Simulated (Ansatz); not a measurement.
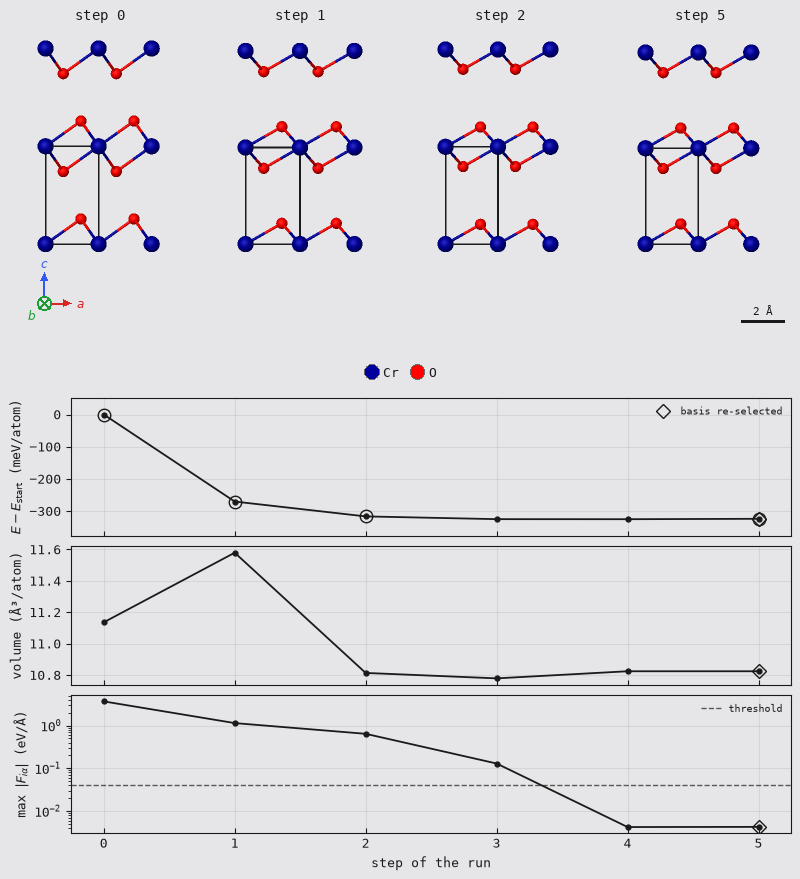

Frames of a relaxation of solid CrO2 (a generated structure, set up in P-3m1) (coarse preliminary run), marked on the history of the run. The picture is a ball-and-stick view of the cell of the calculation, repeated 2 × 1 × 2 with one cell outlined, seen along the b axis.

Computed with DFT PBE+D3(BJ), scalar-relativistic, plane waves, PAW (Ansatz 0.2.0). Set-up: plane-wave cutoff 420 eV; k-point mesh 6 × 6 × 4; occupations gaussian; smearing width 0.1 eV; collinear spin; cell and atoms relaxed; force threshold 0.04 eV/Å; at most 70 steps.

> What happens along the run?

The energy falls by 324 meV per atom in 4 accepted moves (5 points after the start). Largest force component: 3.7 eV/Å at the start, 0.0043 eV/Å at the end. The pressure goes from −26.55 to −0.11 GPa. At 1 point the geometry stayed and the basis and grid were re-selected for the new cell (energy shift of 1.3 meV per atom at most each time). The largest moves relative to the cell, 0.21 Å, are those of O atoms. Cr stays in place. The volume changes by −2.8 %, with a = b 2.890 → 2.879 Å (−0.4 %), c 4.617 → 4.522 Å (−2.1 %). Among the contacts that change: Cr–O 2.050 → 1.916 Å. Bond angles that change, for instance: O–Cr–O 90.3° → 82.6°, O–Cr–O 89.7° → 97.4°, Cr–O–Cr 89.7° → 97.4°. The space group stays P-3m1 (No. 164). From step 0 to 1: O atoms move most (0.19 Å), volume +4.0 %, energy −270 meV per atom. From step 1 to 2: O atoms move most (0.06 Å), volume −6.6 %, energy −46.1 meV per atom. From step 2 to 5: O atoms move most (0.03 Å), energy −7.5 meV per atom.
